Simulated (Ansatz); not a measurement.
**Rh: a failed or faulty run and its cure**

System: Rh (I4/mmm, 2 atoms in the cell, total charge −6).
Method of the first run: DFT, r2SCAN, plane waves, PAW, no spin polarisation (Ansatz 0.2.0).

The structure derives from a Materials Project entry. Some settings of this run were made unusual or wrong on purpose. Text and figures count atoms from 1; the logs count them from 0 in places.

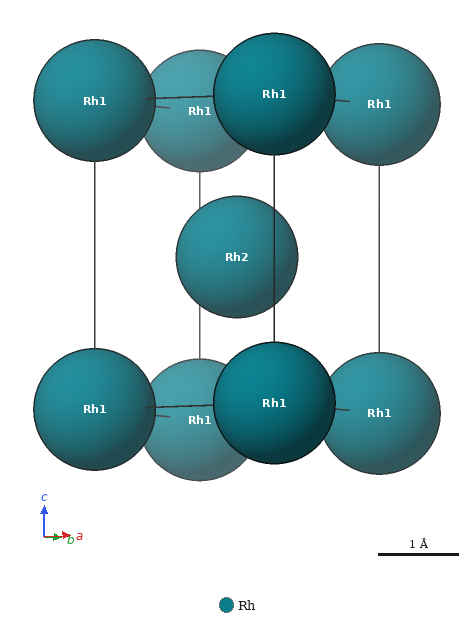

**Figure 1.** The structure as given in the input (spheres-only view of the reduced cell, seen at an oblique angle; atoms are numbered from 1 in the order of the input).

## Input file, the first run
```yaml
crystal:
  lattice:
    - [3.9072701548, 0.0, 0.0]
    - [0.0, 3.9072701548, 0.0]
    - [-1.9536350774, 0.0, 1.8527545278]
  atoms:
    - { symbol: Rh, position: [0.0, 0.0, 0.0] }
    - { symbol: Rh, position: [0.5, 0.5, 0.0] }
basis:
  ecutwfc: 500
kpoints:
  mp_grid: { grid: [9, 9, 18] }
hamiltonian:
  xc: r2scan
scf:
  occupations: { method: gaussian, width: 0.1 }
  max_iter: 60
output:
  forces: true
  eigenvalues: true
  stress: true
total_charge: -6
```

Command:
```bash
ansatz run input.yaml --threads 8 --pin off --max-ram 20480MiB --backend cpu --events-out ev --progress --plain --runs-dir out
```

Hardware: 8 threads of AMD EPYC (Zen 3), 189 GiB of memory available, shared host.

## Output, shortened to warnings, some set-up lines, iterations and results (the first run)
```
Basis set: ecut = 500 eV, 695 PW (Γ), exchange–correlation on 120×120×80 points (64 copies of the dense FFT grid, shifted against one another)
Symmetry: 16 space group operations
k-points: 250 of 1458
Initial density: superposition of atomic densities (neutral atoms scaled as one to the charged cell's electrons: chi_scale 0, normalization atom), corrected by the library's trained network
[...]
SCF iter   1: F=—  HF=-12731.647058 eV  |F-HF|=—  |Δ(HF+E_count)|=         —  Δρ=7.78e-1  dr2=1.44e2  dr2_τ=3.92e0  ethr=1.77e-3  ⟨swp⟩=5.6  Hψ=27621  notcnv=0
SCF iter   2: F=—  HF=-12684.096205 eV  |F-HF|=—  |Δ(HF+E_count)|=    4.76e1  Δρ=2.39e-1  dr2=1.43e1  dr2_τ=1.56e0  ethr=1.77e-3  ⟨swp⟩=4.1  Hψ=21288  notcnv=0  defer=2
SCF iter   3: F=—  HF=-12684.097423 eV  |F-HF|=—  |Δ(HF+E_count)|=   1.22e-3  Δρ=4.48e-2  dr2=2.11e-1  dr2_τ=6.32e-2  ethr=1.77e-3  ⟨swp⟩=3.9  Hψ=17437  notcnv=0  defer=6
SCF iter   4: F=—  HF=-12685.296879 eV  |F-HF|=—  |Δ(HF+E_count)|=    1.20e0  Δρ=1.06e-2  dr2=2.10e-2  dr2_τ=1.28e-2  ethr=5.28e-4  ⟨swp⟩=2.9  Hψ=13702  notcnv=0  defer=2
SCF iter   5: F=—  HF=-12685.308474 eV  |F-HF|=—  |Δ(HF+E_count)|=   1.16e-2  Δρ=3.24e-3  dr2=1.78e-3  dr2_τ=8.74e-5  ethr=5.25e-5  ⟨swp⟩=2.1  Hψ=9696  notcnv=0  defer=2
SCF iter   6: F=—  HF=-12685.309858 eV  |F-HF|=—  |Δ(HF+E_count)|=   1.38e-3  Δρ=7.76e-4  dr2=1.51e-4  dr2_τ=1.01e-5  ethr=4.46e-6  ⟨swp⟩=2.1  Hψ=9361  notcnv=0  defer=2
SCF iter   7: F=—  HF=-12685.309871 eV  |F-HF|=—  |Δ(HF+E_count)|=   1.32e-5  Δρ=1.22e-4  dr2=4.13e-6  dr2_τ=4.62e-8  ethr=3.78e-7  ⟨swp⟩=2.0  Hψ=8540  notcnv=0  defer=2
SCF iter   8: F=—  HF=-12685.309867 eV  |F-HF|=—  |Δ(HF+E_count)|=   3.60e-6  Δρ=1.91e-5  dr2=4.82e-8  dr2_τ=7.13e-9  ethr=2.50e-10  ⟨swp⟩=5.1  Hψ=32244  notcnv=0
SCF iter   9: F=-12685.309867 eV  HF=-12685.309867 eV  |F-HF|=1.87e-10  |Δ(HF+E_count)|=   4.82e-8  Δρ=2.08e-6  dr2=9.56e-10  dr2_τ=1.19e-10  ethr=1.20e-10  ⟨swp⟩=2.0  …
SCF 1 converged in 9 iterations: F = -12685.309867 eV  dr2 = 9.56e-10
SCF converged after 9 iterations
Free energy (F): -12685.309867 eV
Harris-Foulkes:  -12685.309867 eV  (|F-HF|=1.87e-10)
Internal energy: -12685.308183 eV  (E = F + TS)
E sigma→0 (E₀):  -12685.309025 eV
Entropy (-TS):   -0.001684 eV (-0.842 meV/atom)
Fermi energy:    29.724470 eV
--- Per-component energies (eV) ---
  E_band       = -29.182974
  E_kinetic    = 1325.196811
  E_local      = -3299.172917  (includes V_loc(G=0)·N_el)
  E_nonlocal   = 795.009362
  E_hartree    = 1225.861228
  E_xc         = -508.149028
  E_vxc        = -740.318478  (∫ρ·V_xc dr)
  E_paw        = -7253.222576  (= ΣΔE_a)
  E_vpaw       = -612.812665  (= ΣTr[D̂ρ^β])
  E_aug_tail   = 0.001475  (compensation charges beyond the density's cutoff)
  E_vtau       = 51.189168  (kinetic-family band-sum trace: ∫τ·v_τ [+ j·A + Jᵃ·Aᵃ] dr)
  E_ewald      = -4970.092620
  E_core_change = -0.739919  (= ΣΔE_core)
  E_smearing   = -0.001684  (= −TS)
  E_closure    = -0.000000  (closes the sum)
  E_deformation_potential = -172.054564  (in the stress; not in F)
  Σ components = -12685.309867   (vs F -12685.309867, Δ=0.00e0)
--- Forces (eV/Å), atoms counted from 1 ---
  atom   1  Rh    -0.00000000     0.00000000     0.00000000
  atom   2  Rh    -0.00000000    -0.00000000    -0.00000000
  max |Σ_I F_I| component: 1.49e-29 eV/Å
--- Stress (GPa, compression-positive) ---
       52.279418      -0.000000       0.000000
        0.000000      52.279407       0.000000
        0.000000       0.000000      56.635275
  P = ⅓ Tr σ = 53.7314 GPa (537.314 kbar)
```

Q: Diagnose this run and give a change of the input that cures it.

A: A setting was made wrong on purpose: a charge that the system can't hold (`total_charge`). The cell cannot bind or give up so many electrons; the background charge dominates. The run converged all the same; its numbers are those of the faulty input and shouldn't be used.

A run of the same system that converges differs from this input as follows (lines with − go, lines with + come):
```diff
-  max_iter: 60
-total_charge: -6
```

## Output, shortened to warnings, some set-up lines, iterations and results (the second run)
```
Basis set: ecut = 500 eV, 695 PW (Γ), exchange–correlation on 120×120×80 points (64 copies of the dense FFT grid, shifted against one another)
Symmetry: 16 space group operations
k-points: 250 of 1458
Initial density: superposition of atomic densities (neutral atoms: chi_scale 0, normalization atom), corrected by the library's trained network
[...]
SCF iter   1: F=—  HF=-12830.471850 eV  |F-HF|=—  |Δ(HF+E_count)|=         —  Δρ=1.07e-2  dr2=8.23e-3  dr2_τ=1.79e-2  ethr=1.77e-3  ⟨swp⟩=5.0  Hψ=21190  notcnv=0
SCF iter   2: F=—  HF=-12830.493252 eV  |F-HF|=—  |Δ(HF+E_count)|=   2.14e-2  Δρ=6.68e-3  dr2=4.09e-3  dr2_τ=4.79e-4  ethr=2.42e-5  ⟨swp⟩=2.0  Hψ=9730  notcnv=0  defer=9
SCF iter   3: F=—  HF=-12830.494447 eV  |F-HF|=—  |Δ(HF+E_count)|=   1.19e-3  Δρ=1.98e-3  dr2=9.93e-4  dr2_τ=1.30e-4  ethr=1.20e-5  ⟨swp⟩=2.0  Hψ=7521  notcnv=0  defer=9
SCF iter   4: F=—  HF=-12830.494200 eV  |F-HF|=—  |Δ(HF+E_count)|=   2.47e-4  Δρ=4.56e-4  dr2=1.91e-5  dr2_τ=1.65e-5  ethr=2.92e-6  ⟨swp⟩=2.9  Hψ=9456  notcnv=0  defer=9
SCF iter   5: F=—  HF=-12830.494202 eV  |F-HF|=—  |Δ(HF+E_count)|=   2.19e-6  Δρ=1.34e-4  dr2=1.12e-6  dr2_τ=5.61e-7  ethr=5.61e-8  ⟨swp⟩=3.0  Hψ=10716  notcnv=0  defer=9
SCF iter   6: F=-12830.494204 eV  HF=-12830.494204 eV  |F-HF|=1.77e-9  |Δ(HF+E_count)|=   1.73e-6  Δρ=1.08e-5  dr2=1.66e-8  dr2_τ=6.06e-9  ethr=2.94e-10  ⟨swp⟩=3.4  Hψ=22404  …
SCF 1 converged in 6 iterations: F = -12830.494204 eV  dr2 = 1.66e-8
SCF converged after 6 iterations
Free energy (F): -12830.494204 eV
Harris-Foulkes:  -12830.494204 eV  (|F-HF|=1.77e-9)
Internal energy: -12830.480942 eV  (E = F + TS)
E sigma→0 (E₀):  -12830.487573 eV
Entropy (-TS):   -0.013262 eV (-6.631 meV/atom)
Fermi energy:    21.399796 eV
--- Per-component energies (eV) ---
  E_band       = -228.296679
  E_kinetic    = 1144.467096
  E_local      = -3197.952524  (includes V_loc(G=0)·N_el)
  E_nonlocal   = 710.871817
  E_hartree    = 1124.199769
  E_xc         = -432.833519
  E_vxc        = -627.078917  (∫ρ·V_xc dr)
  E_paw        = -7208.402360  (= ΣΔE_a)
  E_vpaw       = -549.440845  (= ΣTr[D̂ρ^β])
  E_aug_tail   = 0.001317  (compensation charges beyond the density's cutoff)
  E_vtau       = 42.440685  (kinetic-family band-sum trace: ∫τ·v_τ [+ j·A + Jᵃ·Aᵃ] dr)
  E_ewald      = -4970.092620
  E_core_change = -0.739919  (= ΣΔE_core)
  E_smearing   = -0.013262  (= −TS)
  E_closure    = -0.000000  (closes the sum)
  Σ components = -12830.494204   (vs F -12830.494204, Δ=0.00e0)
--- Forces (eV/Å), atoms counted from 1 ---
  atom   1  Rh     0.00000000     0.00000000     0.00000000
  atom   2  Rh     0.00000000    -0.00000000     0.00000000
  max |Σ_I F_I| component: 1.53e-29 eV/Å
--- Stress (GPa, compression-positive) ---
      -11.345623       0.000000       0.000000
        0.000000     -11.345623       0.000000
        0.000000       0.000000      -0.045924
  P = ⅓ Tr σ = -7.5791 GPa (-75.791 kbar)
```

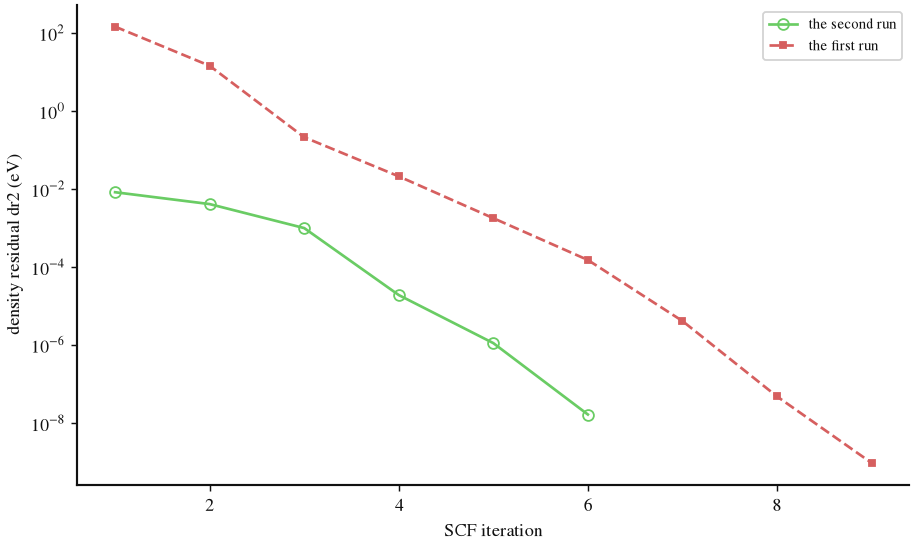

**Figure 2.** Convergence of the two runs: density residual dr2 against the SCF iteration. The second run takes 6 iterations in all, and the first run takes 9.

## The two runs side by side

```csv
quantity,the first run,the second run
outcome,converged,converged
free energy per atom (eV),−6342.6549,−6415.2471
"energy per atom, smearing taken to zero (eV)",−6342.6545,−6415.2438
gap on the mesh (eV),0.00,0.00
pressure (GPa),53.73,−7.58
largest force (eV/Å),0.000,0.000
SCF iterations,9,6
irreducible k-points,250,250
plane waves at Γ,695,695
wall time (shared host),9.1 s,6.2 s
```

The total energies belong to different systems, so their difference says nothing on which is more stable or more accurate. The pressure goes from 53.73 to −7.58 GPa. A charged cell is computed with a uniform neutralising background, so its energy and pressure depend on the cell and aren't those of a real crystal. The SCF takes 6 iterations against 9. On the same kind of shared host the second run took about 0.69 times as long.
